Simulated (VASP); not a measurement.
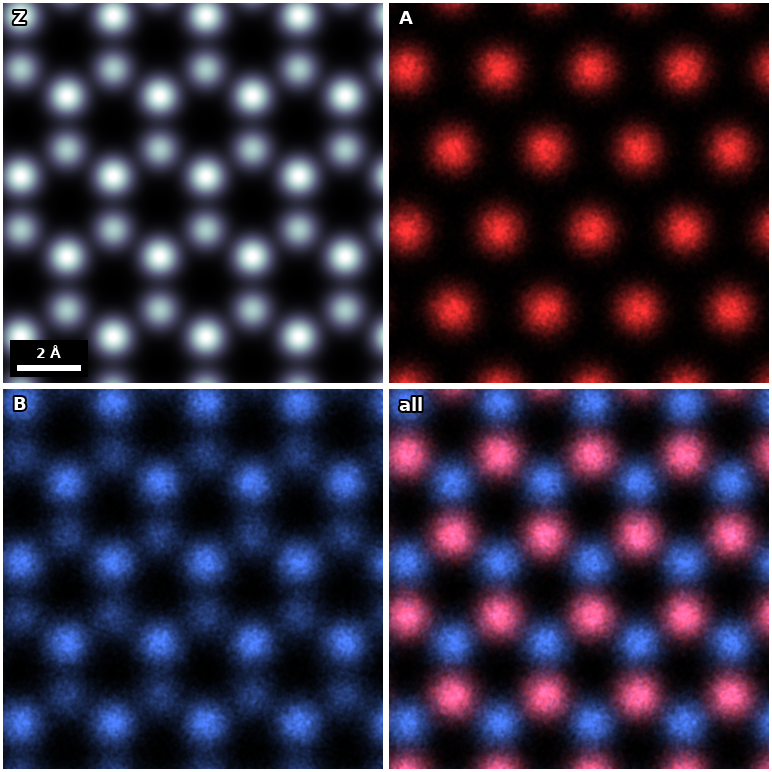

Ti$_{3}$Al (P-6m2, No. 187) along [001]. Panel Z: Simulated incoherent Z contrast: every atom adds Z^1.7 spread by a probe of 0.88 Å full width; channelling and multiple scattering are left out. The display is stretched by a gamma of 0.8; percentages refer to the linear signal. The other panels are simulated element maps (the number of atoms of one element along the beam, blurred by 1.1 Å, with counting noise; each on its own scale, no channelling); the last overlays them. Atomic positions: a cell listed in the Materials Project, as set up for an electronic-structure calculation.

```cif
data_structure
_symmetry_space_group_name_H-M 'P 1'
_symmetry_Int_Tables_number 1
_cell_length_a 2.9275
_cell_length_b 2.9275
_cell_length_c 9.2264
_cell_angle_alpha 90.000
_cell_angle_beta 90.000
_cell_angle_gamma 120.000
_cell_volume 68.48
loop_
_atom_site_label
_atom_site_type_symbol
_atom_site_fract_x
_atom_site_fract_y
_atom_site_fract_z
_atom_site_occupancy
Ti1 Ti 0.33333 0.66667 0.24941 1
Ti2 Ti 0.33333 0.66667 0.75059 1
Ti3 Ti 0.66667 0.33333 0.00000 1
Al1 Al 0.66667 0.33333 0.50000 1
```

Q: Which element does each lettered map show?

A: Al, B: Ti. The projected cell (2.93 × 2.93 Å, 120°) holds 2 columns: 1 of Ti and 1 of Ti + Al. Columns shared by several elements: Ti + Al.
